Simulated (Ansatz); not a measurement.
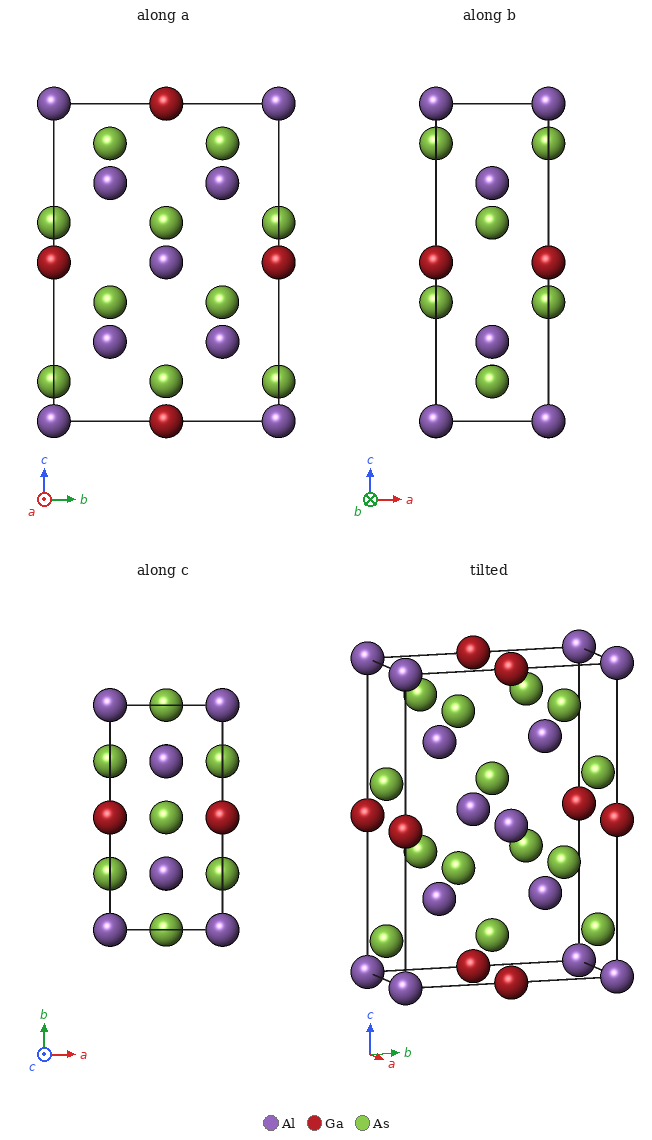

View along the a axis, along the b axis, along the c axis and slightly off an axis, drawn as a spheres-only model. Thin lines show the conventional unit cell, with boundary atoms drawn in all their periodic places.

Lattice parameters: a = 4.016 Å, b = 8.028 Å, c = 11.342 Å, α = 90.00°, β = 90.00°, γ = 90.00°.

**Write the structure as a table of Wyckoff sites.**

Space group Amm2 (No. 38).
| atom | site | x | y | z |
| --- | --- | --- | --- | --- |
| Al | 2a | 0.0000 | 0.5000 | 0.5002 |
| Al | 4e | 0.5000 | 0.2507 | 0.7500 |
| Ga | 2a | 0.0000 | 0.5000 | 0.9999 |
| As | 2b | 0.5000 | 0.5000 | 0.6249 |
| As | 4d | 0.0000 | 0.2496 | 0.8748 |
| As | 2b | 0.5000 | 0.5000 | 0.1255 |

The cell started as a structure type filled with these elements by a generator (whether the compound takes this form wasn't checked). What is shown is the relaxed result from DFT, r2SCAN, plane waves, PAW in Ansatz.
